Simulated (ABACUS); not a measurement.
Geometry relaxation, with input and output: Ir (part 1 of 2)

The run: geometry relaxation of Ir (Fm-3m, 1 atom in the cell). Method and program: Kohn-Sham DFT of a periodic cell, M06-L, SG15 ONCV 1.2 PBE, no spin polarisation (ABACUS 3.10.1).

The structure derives from an entry of the Crystallography Open Database.

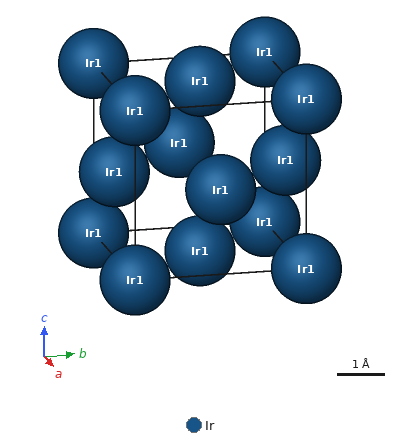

The starting structure (spheres-only view of the cell 4 times as large as that of the calculation, set on its symmetry axes, seen slightly off an axis; atoms are numbered from 1 in the order of the input).

Input
```python
"""Relaxation by an ASE optimiser with ABACUS as a small file-based calculator."""
import re
import subprocess
import numpy as np
from ase.calculators.calculator import Calculator, all_changes
from ase.filters import FrechetCellFilter
from ase.io import read
from ase.optimize import BFGS
from ase.stress import full_3x3_to_voigt_6_stress
from ase.units import Bohr, GPa

atoms = read("POSCAR")
atoms = atoms[(-atoms.numbers).argsort(kind="stable")]  # ABACUS lists atoms element by element
pseudo = {'Ir': 'Ir_ONCV_PBE-1.2.upf'}
orbital = {}
magmoms = None
kmesh = [8, 8, 8]
params = {
    'suffix': 'Ir',
    'calculation': 'scf',
    'basis_type': 'pw',
    'pseudo_dir': './',
    'symmetry': 1,
    'dft_functional': 'MGGA_X_M06_L+MGGA_C_M06_L',
    'ecutwfc': 79,
    'pseudo_rcut': 10,
    'nspin': 1,
    'nbands': 13,
    'ks_solver': 'dav',
    'smearing_method': 'fd',
    'smearing_sigma': 0.00367493,
    'scf_thr': 1e-08,
    'scf_nmax': 100,
    'mixing_type': 'broyden',
    'mixing_beta': 0.7,
    'cal_force': 1,
    'cal_stress': 1,
    'mixing_tau': 1,
    'kpar': 4,
}


def write_input(atoms):
    symbols = atoms.get_chemical_symbols()
    elements = list(dict.fromkeys(symbols))
    lines = ["ATOMIC_SPECIES"] + [f"{e} {atoms.get_masses()[symbols.index(e)]:.4f} {pseudo[e]}" for e in elements]
    if orbital:
        lines += ["", "NUMERICAL_ORBITAL"] + [orbital[e] for e in elements]
    lines += ["", "LATTICE_CONSTANT", f"{1 / Bohr:.10f}", "", "LATTICE_VECTORS"]
    lines += [" ".join(f"{x:.10f}" for x in v) for v in atoms.cell]
    lines += ["", "ATOMIC_POSITIONS", "Direct"]
    for e in elements:
        lines += ["", e, "0.0", str(symbols.count(e))]
        for i, p in enumerate(atoms.get_scaled_positions(wrap=False)):
            if symbols[i] == e:
                mag = "" if magmoms is None else " mag " + " ".join(str(x) for x in (magmoms[i] if isinstance(magmoms[i], list) else [magmoms[i]]))
                lines.append(" ".join(f"{x:.10f}" for x in p) + " 1 1 1" + mag)
    open("STRU", "w").write("\n".join(lines) + "\n")
    open("KPT", "w").write("K_POINTS\n0\nGamma\n%d %d %d 0 0 0\n" % tuple(kmesh))
    open("INPUT", "w").write("INPUT_PARAMETERS\n" + "".join(f"{k:<20s}{v}\n" for k, v in params.items()))


class Abacus(Calculator):
    implemented_properties = ["energy", "free_energy", "forces", "stress"]

    def calculate(self, atoms=None, properties=("energy",), system_changes=all_changes):
        super().calculate(atoms, properties, system_changes)
        write_input(self.atoms)
        subprocess.run(['mpirun', '-np', '4', 'abacus'], check=True)
        log = open("OUT.Ir/running_scf.log").read()
        if "charge density convergence is achieved" not in log:
            raise RuntimeError("SCF not converged")
        rows = lambda title, n: np.array([l.split()[-3:] for l in log.split(title)[-1].split("\n")[2:2 + n]], float)
        energy = float(re.findall(r"FINAL_ETOT_IS (\S+)", log)[-1])
        stress = -rows("TOTAL-STRESS", 3) / 10 * GPa  # ABACUS prints kbar, compression positive
        self.results = dict(energy=energy, free_energy=energy, forces=rows("TOTAL-FORCE", len(self.atoms)), stress=full_3x3_to_voigt_6_stress(stress))


atoms.calc = Abacus()
opt = BFGS(FrechetCellFilter(atoms), logfile="opt.log", trajectory="relax.traj")
print("optimiser converged:", opt.run(fmax=0.02, steps=60))
```

File POSCAR
```
Ir
1.0
    0.0000000000      1.9156000000      1.9156000000
    1.9156000000      0.0000000000      1.9156000000
    1.9156000000      1.9156000000      0.0000000000
Ir
1
Direct
    0.0000000000      0.0000000000      0.0000000000
```

File INPUT
```
INPUT_PARAMETERS
suffix              Ir
calculation         scf
basis_type          pw
pseudo_dir          ./
symmetry            1
dft_functional      MGGA_X_M06_L+MGGA_C_M06_L
ecutwfc             79
pseudo_rcut         10
nspin               1
nbands              13
ks_solver           dav
smearing_method     fd
smearing_sigma      0.00367493
scf_thr             1e-08
scf_nmax            100
mixing_type         broyden
mixing_beta         0.7
cal_force           1
cal_stress          1
mixing_tau          1
kpar                4
```

File STRU
```
ATOMIC_SPECIES
Ir 192.2170 Ir_ONCV_PBE-1.2.upf

LATTICE_CONSTANT
1.8897261258

LATTICE_VECTORS
-0.0000000000 1.9287298982 1.9287298982
1.9287298982 0.0000000000 1.9287298982
1.9287298982 1.9287298982 -0.0000000000

ATOMIC_POSITIONS
Direct

Ir
0.0
1
0.0000000000 0.0000000000 -0.0000000000 1 1 1
```

File KPT
```
K_POINTS
0
Gamma
8 8 8 0 0 0
```

Machine: 4 threads of Intel Xeon (Sapphire Rapids), 16 GiB of memory available, shared host.

Launch command:
```bash
OMP_NUM_THREADS=1 python run_abacus.py > log
```

What the program printed
```
ABACUS v3.10.1

               Atomic-orbital Based Ab-initio Computation at UStc

 ------------------------------------------------------------------------------------

 READING GENERAL INFORMATION
                           global_out_dir = OUT.Ir/
                           global_in_card = INPUT
                               pseudo_dir = ./
                              orbital_dir =
                                    DSIZE = 4
                                    GSIZE = 1

 READING UNITCELL INFORMATION
                                    ntype = 1
                  lattice constant (Bohr) = 1.88973
              lattice constant (Angstrom) = 1

 READING ATOM TYPE 1
                               atom label = Ir
                      L=0, number of zeta = 1
                      L=1, number of zeta = 1
                      L=2, number of zeta = 1
             number of atom for this type = 1

                        TOTAL ATOM NUMBER = 1
DIRECT COORDINATES
    atom                   x                   y                   z     mag                  vx                  vy                  vz
taud_Ir1            0.0000000000        0.0000000000        0.0000000000  0.0000        0.0000000000        0.0000000000        0.0000000000

                          Volume (Bohr^3) = 96.8369
                             Volume (A^3) = 14.3497

 Lattice vectors: (Cartesian coordinate: in unit of a_0)
                   -0            +1.92873            +1.92873
             +1.92873                  +0            +1.92873
             +1.92873            +1.92873                  -0
 Reciprocal vectors: (Cartesian coordinate: in unit of 2 pi/a_0)
            -0.259238           +0.259238           +0.259238
            +0.259238           -0.259238           +0.259238
            +0.259238           +0.259238           -0.259238
 The esolver type has been set to : ksdft_pw

                PAO radial cut off (Bohr) = 10

 Read in pseudopotential file is Ir_ONCV_PBE-1.2.upf
                     pseudopotential type = NC
          exchange-correlation functional = PBE
                 nonlocal core correction = 0
                        valence electrons = 17
                                     lmax = 3
                           number of zeta = 0
                     number of projectors = 8
                           L of projector = 0
                           L of projector = 0
                           L of projector = 1
                           L of projector = 1
                           L of projector = 2
                           L of projector = 2
                           L of projector = 3
                           L of projector = 3
 XC functional updated to : MGGA_X_M06_L+MGGA_C_M06_L
          exchange-correlation functional = MGGA_X_M06_L+MGGA_C_M06_L
     initial pseudo atomic orbital number = 0

 SETUP THE ELECTRONS NUMBER
            electron number of element Ir = 17
      total electron number of element Ir = 17
            AUTOSET number of electrons:  = 17
                           occupied bands = 9
                                   NBANDS = 13
                                   NLOCAL = 9

%%%%%%%%%%%%%%%%%%%%%%%%%%%%%%%%%%%%%%%%%%%%%%%%%%%%%%%%%%%%%%%%%%%%%%%%%%%%%%%%%%%%%%%%%%%%%%%%%%%%%%%%%%
 Warning: the number of valence electrons in pseudopotential > 9 for Ir: [Xe] 4f14 5d7 6s2
 Pseudopotentials with additional electrons can yield (more) accurate outcomes, but may be less efficient.
 If you're confident that your chosen pseudopotential is appropriate, you can safely ignore this warning.
%%%%%%%%%%%%%%%%%%%%%%%%%%%%%%%%%%%%%%%%%%%%%%%%%%%%%%%%%%%%%%%%%%%%%%%%%%%%%%%%%%%%%%%%%%%%%%%%%%%%%%%%%%

 SETUP THE PLANE WAVE BASIS
 energy cutoff for charge/potential (unit:Ry) = 316
            fft grid for charge/potential = [ 30, 30, 30 ]
                        fft grid division = [ 1, 1, 1 ]
        big fft grid for charge/potential = [ 30, 30, 30 ]
                                     nbxx = 27000
                                     nrxx = 27000

 SETUP PLANE WAVES FOR CHARGE/POTENTIAL
                    number of plane waves = 9257
                         number of sticks = 583

 PARALLEL PW FOR CHARGE/POTENTIAL
     PROC   COLUMNS(POT)             PW
        1            583           9257
 --------------- sum -------------------
        1            583           9257
                            number of |g| = 144
                                  max |g| = 28.4946
                                  min |g| = 0

----------- Double Check Mixing Parameters Begin ------------
mixing_type: broyden
mixing_beta: 0.7
mixing_gg0: 1
mixing_gg0_min: 0.1
mixing_ndim: 8
----------- Double Check Mixing Parameters End ------------

 LATTICE VECTORS: (CARTESIAN COORDINATE: IN UNIT OF A0)
                   -0            +1.92873            +1.92873
             +1.92873                  +0            +1.92873
             +1.92873            +1.92873                  -0
                       right hand lattice = 1
                                   NORM_A = 2.72764
                                   NORM_B = 2.72764
                                   NORM_C = 2.72764
                           ALPHA (DEGREE) = 60
                           BETA  (DEGREE) = 60
                           GAMMA (DEGREE) = 60

 The lattice vectors have been changed (STRU_SIMPLE.cif)

(for optimal symmetric configuration:)
                             BRAVAIS TYPE = 3
                     BRAVAIS LATTICE NAME = 03. Cubic F (face-centered)
                                    ibrav = 3
                                    IBRAV = 3
                                  BRAVAIS = FACE CENTERED CUBIC
                       LATTICE CONSTANT A = 3.85746
Original cell was already a primitive cell.
                        ROTATION MATRICES = 48
              PURE POINT GROUP OPERATIONS = 48
                   SPACE GROUP OPERATIONS = 48
                              POINT GROUP = O_h
               POINT GROUP IN SPACE GROUP = O_h

 SETUP K-POINTS
                                    nspin = 1
                   Input type of k points = Monkhorst-Pack(Gamma)
                                   nkstot = 512
                       right hand lattice = 1
(for reciprocal lattice: )
                             BRAVAIS TYPE = 2
                     BRAVAIS LATTICE NAME = 02. Cubic I (body-centered)
                                    ibrav = 2
                       right hand lattice = 1
(for k-lattice: )
                             BRAVAIS TYPE = 2
                     BRAVAIS LATTICE NAME = 02. Cubic I (body-centered)
                                    ibrav = 2
                       right hand lattice = 1
                        ROTATION MATRICES = 48
                               nkstot_ibz = 29
K-POINTS REDUCTION ACCORDING TO SYMMETRY
     IBZ    DIRECT_X    DIRECT_Y    DIRECT_Z  WEIGHT  ibz2bz
       1  0.00000000  0.00000000  0.00000000  0.0020       0
       2  0.12500000  0.12500000  0.12500000  0.0156       1
       3  0.25000000  0.25000000  0.25000000  0.0156       2
       4  0.37500000  0.37500000  0.37500000  0.0156       3
       5  0.50000000  0.50000000  0.50000000  0.0078       4
       6  0.12500000  0.12500000  0.00000000  0.0117       9
       7  0.25000000  0.25000000  0.12500000  0.0469      10
       8  0.37500000  0.37500000  0.25000000  0.0469      11
       9  0.50000000  0.50000000  0.37500000  0.0469      12
      10  0.50000000  0.37500000  0.37500000  0.0469      13
      11  0.37500000  0.25000000  0.25000000  0.0469      14
      12  0.12500000  0.12500000  0.25000000  0.0234      15
      13  0.25000000  0.25000000  0.00000000  0.0117      18
      14  0.37500000  0.37500000  0.12500000  0.0469      19
      15  0.50000000  0.50000000  0.25000000  0.0469      20
      16 -0.37500000  0.37500000  0.37500000  0.0469      21
      17  0.50000000  0.25000000  0.25000000  0.0234      22
      18  0.37500000  0.37500000  0.00000000  0.0117      27
      19  0.50000000  0.50000000  0.12500000  0.0469      28
      20 -0.25000000  0.37500000  0.37500000  0.0234      29
      21  0.50000000  0.50000000  0.00000000  0.0059      36
      22  0.37500000  0.25000000  0.12500000  0.0469      83
      23  0.50000000  0.37500000  0.25000000  0.0938      84
      24  0.50000000  0.37500000 -0.37500000  0.0469      85
      25  0.50000000  0.37500000  0.12500000  0.0469      92
      26  0.50000000  0.37500000 -0.25000000  0.0938      93
      27 -0.37500000  0.37500000  0.25000000  0.0469      94
      28 -0.12500000  0.50000000  0.37500000  0.0234     101
      29  0.50000000  0.25000000 -0.25000000  0.0117     166

                               nkstot now = 29
[... K-POINTS DIRECT COORDINATES: 29 rows ...]

           k-point number in this process = 8
       minimum distributed K point number = 7
[... stars of the k points ...]

[... K-POINTS CARTESIAN COORDINATES: 8 rows ...]

[... K-POINTS DIRECT COORDINATES: 8 rows ...]

 SETUP PLANE WAVES FOR WAVE FUNCTIONS
     energy cutoff for wavefunc (unit:Ry) = 79
              fft grid for wave functions = [ 30, 30, 30 ]
                    number of plane waves = 1459
                         number of sticks = 163

 PARALLEL PW FOR WAVE FUNCTIONS
     PROC   COLUMNS(POT)             PW
        1            163           1459
 --------------- sum -------------------
        1            163           1459

 SETUP NONLOCAL PSEUDOPOTENTIALS IN PLANE WAVE BASIS
 Ir non-local projectors:
 projector 1 L=0
 projector 2 L=0
 projector 3 L=1
 projector 4 L=1
 projector 5 L=2
 projector 6 L=2
 projector 7 L=3
 projector 8 L=3
      TOTAL NUMBER OF NONLOCAL PROJECTORS = 32

 Init Non-Local PseudoPotential table :
 Init Non-Local-Pseudopotential done.

                                     npwx = 1167

 -------------------------------------------
 SELF-CONSISTENT
 -------------------------------------------
                                 init_chg = atomic

 PW ALGORITHM --------------- ION=   1  ELEC=   1--------------------------------
 Notice: Threshold on eigenvalues was too large.
 hsover_error=0.17 > DRHO=0.0270762
 Origin diag ethr = 0.01
 New diag ethr = 0.000159272

 Density error is 0.0225878603869
                          Error Threshold = 0.000159271902476
```
